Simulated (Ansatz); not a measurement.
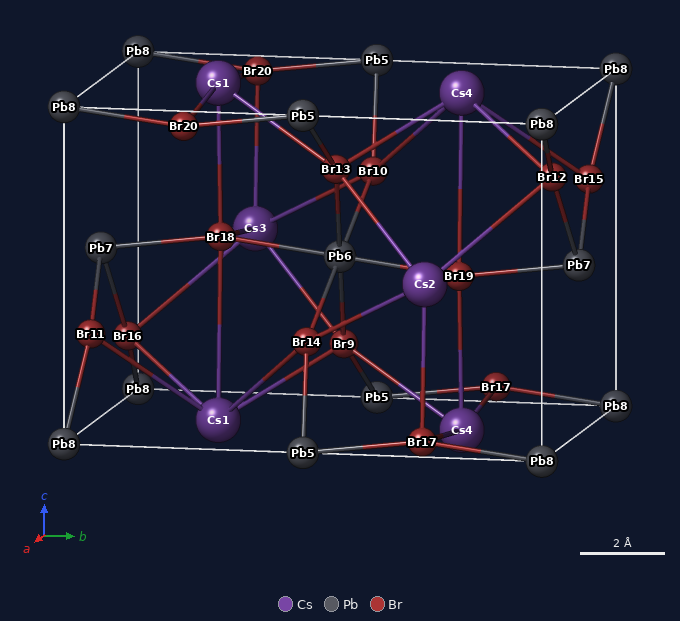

Figure 1. The structure as given in the input (ball-and-stick view of the cell of the calculation, seen slightly off an axis; atoms are numbered from 1 in the order of the input).

**Single-point calculation, with input and output: CsPbBr3**

The run: single-point calculation of CsPbBr3 (Pnma, 20 atoms in the cell). Method and program: DFT PBE, scalar-relativistic, plane waves, PAW, no spin polarisation (Ansatz 0.2.0).

The structure derives from an entry of the Crystallography Open Database. Figures and captions count atoms from 1; the log counts them from 0 in places.

## Log
```
Engine: ansatz 0.2.0, x86_64-unknown-linux-gnu
Pseudopotentials: kind: paw
Pseudopotential: Cs, paw, valence charge 9, recommended cutoff 420 eV (normal), Cs.paw.azcp
Pseudopotential: Pb, paw, valence charge 14, recommended cutoff 420 eV (normal), Pb.paw.azcp
Pseudopotential: Br, paw, valence charge 7, recommended cutoff 420 eV (normal), Br.paw.azcp
Functional definition: PBE
  parameter kappa = 0.804
  parameter beta = 0.06672455060314922
  exchange = pbe_x(kappa = kappa, mu = beta*pi^2/3)
  correlation = pbe_c(beta = beta)
Crystal: 20 atoms, lattice volume = 793.128 Å³
Basis set: ecut = 420 eV, 15551 PW (Γ), exchange–correlation on 120×160×120 points (8 copies of the dense FFT grid, shifted against one another)
Bands: 108, of which v1, the nominal top of the filled ones, is band 88 counted from 1 (87 counted from 0)
Symmetry: 8 space group operations
Space group: Pnma (ITA 62), of the structure as read, at distance tolerance 9.3e-5 Å
k-points: 8
Non-local potential: Cs, projectors of the file, l = 0: 3, l = 1: 2, l = 2: 2, l = 3: 2
Non-local potential: Pb, projectors of the file, l = 0: 2, l = 1: 2, l = 2: 2, l = 3: 2
Non-local potential: Br, projectors of the file, l = 0: 2, l = 1: 2, l = 2: 2
PAW form: soft (Blöchl's): semilocal exchange-correlation on the pseudo side does not see the compensation charge
PAW one-centre angular grid: Cs, 194 points (default); XC on 64 Gauss nodes
PAW one-centre angular grid: Pb, 590 points (default); XC on 64 Gauss nodes
PAW one-centre angular grid: Br, 110 points (default); XC on 64 Gauss nodes
Initial density: superposition of atomic densities (neutral atoms: chi_scale 0, normalization atom), corrected by the library's trained network
Initial wavefunctions: pseudopotential atomic-orbital guess
Functional: x = pbe(κ = 0.804, μ = 0.2195149727645171), c = pbe(β = 0.06672455060314922)
SCF iter   1: F=—  HF=-103733.044841 eV  |F-HF|=—  |Δ(HF+E_count)|=         —  Δρ=5.71e-4  dr2=3.27e-3  ethr=1.77e-3  ⟨swp⟩=10.8  Hψ=4494  notcnv=0  defer=2
preconditioner: auto → Resta (q_TF=auto, 2.123 Å⁻¹)  ε∞=2.8  [insulator: Δε(μ)=1.803 eV  Ē_g=12.773 eV  σ=0.100 eV  W_gap=1.00  n_scr=122 (ndim 8)  ℏωp=17.1 eV  f_vac=0.063  D(μ)=0.00/eV (n_scr^D=0)  ε∞_Penn≈2.8]
SCF iter   2: F=—  HF=-103733.047556 eV  |F-HF|=—  |Δ(HF+E_count)|=   2.71e-3  Δρ=2.65e-4  dr2=6.63e-4  ethr=1.86e-6  ⟨swp⟩=3.0  Hψ=2267  notcnv=0  defer=5
SCF iter   3: F=—  HF=-103733.047910 eV  |F-HF|=—  |Δ(HF+E_count)|=   3.55e-4  Δρ=1.09e-4  dr2=9.07e-5  ethr=3.77e-7  ⟨swp⟩=2.0  Hψ=1433  notcnv=0
automatic band count: iteration 3 solves 102 bands in place of 108: the levels show a gap, and the empty bands left out lie too high to hold charge; the band table lists the bands solved (type scf.n_extra_bands for more)
SCF iter   4: F=—  HF=-103733.047971 eV  |F-HF|=—  |Δ(HF+E_count)|=   6.10e-5  Δρ=3.18e-5  dr2=1.07e-5  ethr=5.15e-8  ⟨swp⟩=2.0  Hψ=1177  notcnv=0
SCF iter   5: F=—  HF=-103733.047991 eV  |F-HF|=—  |Δ(HF+E_count)|=   2.02e-5  Δρ=6.62e-6  dr2=5.16e-7  ethr=6.08e-9  ⟨swp⟩=2.2  Hψ=1399  notcnv=0
SCF iter   6: F=-103733.047992 eV  HF=-103733.047992 eV  |F-HF|=1.71e-8  |Δ(HF+E_count)|=   7.08e-7  Δρ=1.11e-6  dr2=1.36e-8  ethr=5.68e-11  ⟨swp⟩=12.4  Hψ=3995  notcnv=0
SCF 1 converged in 6 iterations: F = -103733.047992 eV  dr2 = 1.36e-8
  greatest PAW one-centre occupation: 0.982 electrons in one spin orbital (limit 2), on the Pb atom at site 5 (counted from 0), in its partial waves of l = 2
SCF converged after 6 iterations
Free energy (F): -103733.047992 eV
Harris-Foulkes:  -103733.047992 eV  (|F-HF|=1.71e-8)
Internal energy: -103733.047992 eV  (E = F + TS)
E sigma→0 (E₀):  -103733.047992 eV
Fermi energy:    4.611473 eV
--- Per-component energies (eV) ---
  E_band       = -937.016963
  E_kinetic    = 3321.381928
  E_local      = -10373.072546  (includes V_loc(G=0)·N_el)
  E_nonlocal   = 2364.658117
  E_hartree    = 3787.549907
  E_xc         = -4760.592502
  E_vxc        = -2284.901913  (∫ρ·V_xc dr)
  E_paw        = -88836.941285  (= ΣΔE_a)
  E_vpaw       = -1540.176440  (= ΣTr[D̂ρ^β])
  E_aug_tail   = 0.000174  (compensation charges beyond the density's cutoff)
  E_ewald      = -9236.031786
  E_smearing   = -0.000000  (= −TS)
  E_closure    = 0.000000  (closes the sum)
  Σ components = -103733.047992   (vs F -103733.047992, Δ=0.00e0)
--- Forces (eV/Å), atoms counted from 1 ---
  atom   1  Cs     0.04161282    -0.00000000    -0.01977543
  atom   2  Cs    -0.04161282    -0.00000000    -0.01977543
  atom   3  Cs     0.04161282     0.00000000     0.01977543
  atom   4  Cs    -0.04161282     0.00000000     0.01977543
  atom   5  Pb     0.00000000     0.00000000     0.00000000
  atom   6  Pb    -0.00000000    -0.00000000     0.00000000
  atom   7  Pb     0.00000000    -0.00000000    -0.00000000
  atom   8  Pb     0.00000000     0.00000000     0.00000000
  atom   9  Br     0.05845105    -0.04678403    -0.06068780
  atom  10  Br    -0.05845105     0.04678403    -0.06068780
  atom  11  Br     0.05845105     0.04678403     0.06068780
  atom  12  Br    -0.05845105    -0.04678403     0.06068780
  atom  13  Br    -0.05845105     0.04678403     0.06068780
  atom  14  Br     0.05845105    -0.04678403     0.06068780
  atom  15  Br    -0.05845105    -0.04678403    -0.06068780
  atom  16  Br     0.05845105     0.04678403    -0.06068780
  atom  17  Br     0.02190675     0.00000000     0.08443531
  atom  18  Br    -0.02190675     0.00000000     0.08443531
  atom  19  Br     0.02190675    -0.00000000    -0.08443531
  atom  20  Br    -0.02190675    -0.00000000    -0.08443531
  max |Σ_I F_I| component: 4.16e-17 eV/Å
--- Stress (GPa, compression-positive) ---
        1.522094      -0.000000      -0.000000
       -0.000000       1.615840       0.000000
       -0.000000       0.000000       1.506755
  P = ⅓ Tr σ = 1.5482 GPa (15.482 kbar)
--- Band table (eV; the first three rows and the last of 8) ---
  k-point 0: bands = ["-17.2725", "-17.2709", "-17.2697", "-17.2684", "-13.0126", "-13.0083", "-13.0082", "-12.9862", "-12.9554", "-12.9227", "-12.9200", "-12.9200", "-12.8748", "-12.8743", "-12.8736", "-12.8730", "-12.8729", "-12.8720", "-12.8718", "-12.8710", "-12.8705", "-12.8700", "-12.8688", "-12.8684", "-10.8501", "-10.6568", "-10.5018", "-10.4974", "-10.4894", "-10.4860", "-10.4829", "-10.4790", "-10.4384", "-10.2021", "-10.2004", "-10.1991", "-4.9745", "-4.4229", "-4.1500", "-4.1490", "-4.1331", "-4.1274", "-4.1235", "-4.1086", "-4.0998", "-4.0966", "-4.0881", "-4.0878", "-4.0848", "-4.0758", "-3.8657", "-3.1747", "-0.3382", "-0.3171", "-0.2872", "-0.2268", "-0.1978", "-0.1150", "0.8699", "1.0965", "1.1228", "1.1284", "1.1391", "1.3157", "1.4076", "1.5223", "1.5259", "1.5571", "1.6239", "1.6305", "1.6333", "1.6344", "1.6845", "1.7187", "1.7294", "1.7555", "1.7735", "1.7909", "1.9029", "1.9183", "1.9332", "2.0803", "2.1022", "2.1524", "2.2286", "2.5033", "3.0497", "3.7149", "5.5080", "5.5388", "5.5743", "6.0062", "6.0818", "6.3996", "7.2333", "8.2854", "8.4485", "8.5175", "8.5180", "8.6370", "8.8746", "8.8818"]
  k-point 1: bands = ["-17.2711", "-17.2711", "-17.2696", "-17.2696", "-12.9992", "-12.9992", "-12.9658", "-12.9658", "-12.9658", "-12.9658", "-12.9388", "-12.9388", "-12.8742", "-12.8742", "-12.8736", "-12.8736", "-12.8724", "-12.8724", "-12.8714", "-12.8714", "-12.8697", "-12.8697", "-12.8693", "-12.8693", "-10.7317", "-10.7317", "-10.5740", "-10.5740", "-10.5009", "-10.5009", "-10.3437", "-10.3437", "-10.3400", "-10.3400", "-10.2613", "-10.2613", "-4.4940", "-4.4940", "-4.1322", "-4.1322", "-4.1227", "-4.1227", "-4.1091", "-4.1091", "-4.1033", "-4.1033", "-4.0844", "-4.0844", "-4.0789", "-4.0789", "-3.8907", "-3.8907", "-0.2461", "-0.2461", "0.3539", "0.3539", "0.5011", "0.5011", "0.7034", "0.7034", "0.7799", "0.7799", "0.9964", "0.9964", "1.2605", "1.2605", "1.4213", "1.4213", "1.4990", "1.4990", "1.6261", "1.6261", "1.7258", "1.7258", "1.7693", "1.7693", "1.8081", "1.8081", "1.9221", "1.9221", "1.9756", "1.9756", "2.0146", "2.0146", "2.1490", "2.1490", "2.7484", "2.7484", "5.9449", "5.9449", "7.2021", "7.2021", "7.3266", "7.3266", "7.5785", "7.5785", "7.7060", "7.7060", "8.4439", "8.4439", "8.7456", "8.7456"]
  k-point 2: bands = ["-17.2717", "-17.2717", "-17.2690", "-17.2690", "-13.0082", "-13.0082", "-12.9843", "-12.9843", "-12.9550", "-12.9550", "-12.9200", "-12.9200", "-12.8745", "-12.8745", "-12.8733", "-12.8733", "-12.8724", "-12.8724", "-12.8715", "-12.8715", "-12.8703", "-12.8703", "-12.8686", "-12.8686", "-10.7883", "-10.7883", "-10.4862", "-10.4862", "-10.4832", "-10.4832", "-10.4666", "-10.4666", "-10.3166", "-10.3166", "-10.1997", "-10.1997", "-4.7240", "-4.7240", "-4.1383", "-4.1383", "-4.1334", "-4.1334", "-4.1070", "-4.1070", "-4.0994", "-4.0994", "-4.0973", "-4.0973", "-4.0883", "-4.0883", "-3.5809", "-3.5809", "-0.2733", "-0.2733", "-0.2477", "-0.2477", "0.5439", "0.5439", "0.7063", "0.7063", "0.9892", "0.9892", "1.1988", "1.1988", "1.2096", "1.2096", "1.5915", "1.5915", "1.6172", "1.6172", "1.6988", "1.6988", "1.7055", "1.7055", "1.7734", "1.7734", "1.8357", "1.8357", "1.8603", "1.8603", "1.9586", "1.9586", "1.9734", "1.9734", "2.2265", "2.2265", "3.1938", "3.1938", "5.7823", "5.7823", "5.8275", "5.8275", "7.1543", "7.1543", "7.6806", "7.6806", "8.1152", "8.1152", "8.5833", "8.5833", "8.7445", "8.7445"]
  k-point 7: bands = ["-17.2703", "-17.2703", "-17.2703", "-17.2703", "-12.9928", "-12.9928", "-12.9928", "-12.9928", "-12.9423", "-12.9423", "-12.9423", "-12.9423", "-12.8740", "-12.8740", "-12.8740", "-12.8740", "-12.8719", "-12.8719", "-12.8719", "-12.8719", "-12.8694", "-12.8694", "-12.8694", "-12.8694", "-10.6115", "-10.6115", "-10.6115", "-10.6115", "-10.4931", "-10.4931", "-10.4931", "-10.4931", "-10.2779", "-10.2779", "-10.2779", "-10.2779", "-4.2109", "-4.2109", "-4.2109", "-4.2109", "-4.1089", "-4.1089", "-4.1089", "-4.1089", "-4.0912", "-4.0912", "-4.0912", "-4.0912", "-4.0600", "-4.0600", "-4.0600", "-4.0600", "-0.1421", "-0.1421", "-0.1421", "-0.1421", "0.5692", "0.5692", "0.5692", "0.5692", "0.9880", "0.9880", "0.9880", "0.9880", "1.3781", "1.3781", "1.3781", "1.3781", "1.6583", "1.6583", "1.6583", "1.6583", "1.6939", "1.6939", "1.6939", "1.6939", "1.7493", "1.7493", "1.7493", "1.7493", "1.9962", "1.9962", "1.9962", "1.9962", "2.5474", "2.5474", "2.5474", "2.5474", "6.2044", "6.2044", "6.2044", "6.2044", "7.5480", "7.5480", "7.5480", "7.5480", "8.6952", "8.6952", "8.6952", "8.6952", "9.0768", "9.0768"]
```

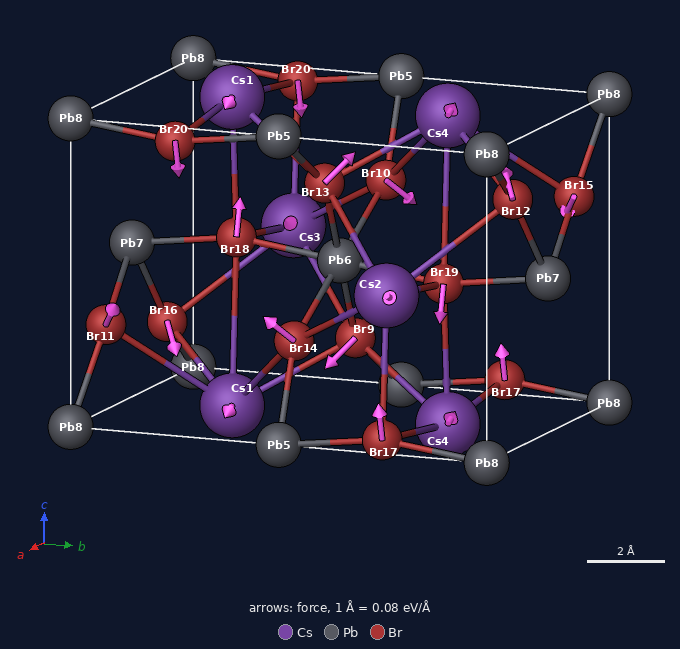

Figure 2. Forces on the atoms as pink arrows (ball-and-stick view of the cell of the calculation, seen slightly off an axis; atoms are numbered from 1 in the order of the input). The largest act on Br9, Br10, Br11, Br12, Br13, Br14 and 2 more (0.10 eV/Å); Br17, Br18, Br19, Br20 (0.09 eV/Å); all 4 Cs atoms (0.05 eV/Å). The geometry is not a stationary point of this energy.

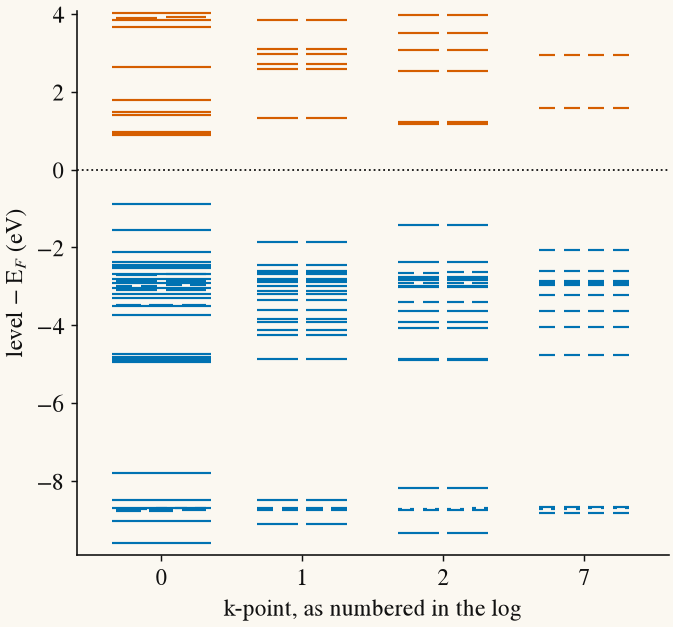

Figure 3. Kohn–Sham levels near the Fermi level (dotted) at the few k-points that the log prints; levels within 0.02 eV of each other stand side by side. Among these points the highest filled and lowest empty levels are 1.79 eV apart, which is the gap on the mesh.

The run was set up as follows.

## Input file
```yaml
crystal:
  lattice:
    - [8.244, 0.0, 0.0]
    - [0.0, 11.7351, 0.0]
    - [0.0, 0.0, 8.1982]
  atoms:
    - { symbol: Cs, position: [0.531, 0.25, 0.00702] }
    - { symbol: Cs, position: [0.969, 0.75, 0.50702] }
    - { symbol: Cs, position: [0.031, 0.25, 0.49298] }
    - { symbol: Cs, position: [0.469, 0.75, 0.99298] }
    - { symbol: Pb, position: [0.0, 0.5, 0.0] }
    - { symbol: Pb, position: [0.5, 0.5, 0.5] }
    - { symbol: Pb, position: [0.5, 0.0, 0.5] }
    - { symbol: Pb, position: [0.0, 0.0, 0.0] }
    - { symbol: Br, position: [0.29347, 0.47611, 0.20607] }
    - { symbol: Br, position: [0.20653, 0.52389, 0.70607] }
    - { symbol: Br, position: [0.79347, 0.02389, 0.29393] }
    - { symbol: Br, position: [0.70653, 0.97611, 0.79393] }
    - { symbol: Br, position: [0.70653, 0.52389, 0.79393] }
    - { symbol: Br, position: [0.79347, 0.47611, 0.29393] }
    - { symbol: Br, position: [0.20653, 0.97611, 0.70607] }
    - { symbol: Br, position: [0.29347, 0.02389, 0.20607] }
    - { symbol: Br, position: [0.0037, 0.75, 0.0455] }
    - { symbol: Br, position: [0.4963, 0.25, 0.5455] }
    - { symbol: Br, position: [0.5037, 0.75, 0.4545] }
    - { symbol: Br, position: [0.9963, 0.25, 0.9545] }
basis:
  ecutwfc: 420
kpoints:
  mp_grid: { grid: [2, 2, 2] }
hamiltonian:
  xc: pbe
scf:
  occupations: { method: gaussian, width: 0.1 }
output:
  forces: true
  stress: true
  eigenvalues: true
```

Run as:
```bash
ansatz run input.yaml --threads 8 --pin off --max-ram 22528MiB --backend cpu --events-out ev --progress --plain --runs-dir out
```

## Summary

- outcome: converged
- space group (tolerance 0.01 Å): Pnma (62)
- electrons treated: 176
- free energy: −103733.0480 eV
- Fermi energy: 4.611 eV
- gap on the k-point mesh: 1.79 eV
- pressure: 1.55 GPa
- largest force (length of the vector): 0.096 eV/Å
- hardware: 8 threads of Intel Xeon @ 2.70GHz, 189 GiB of memory available, shared host
- wall time: 8.9 s (CPU time 58 s)
- peak memory: 3.3 GiB

## Remarks

Spin–orbit coupling is left out, which matters for Pb.
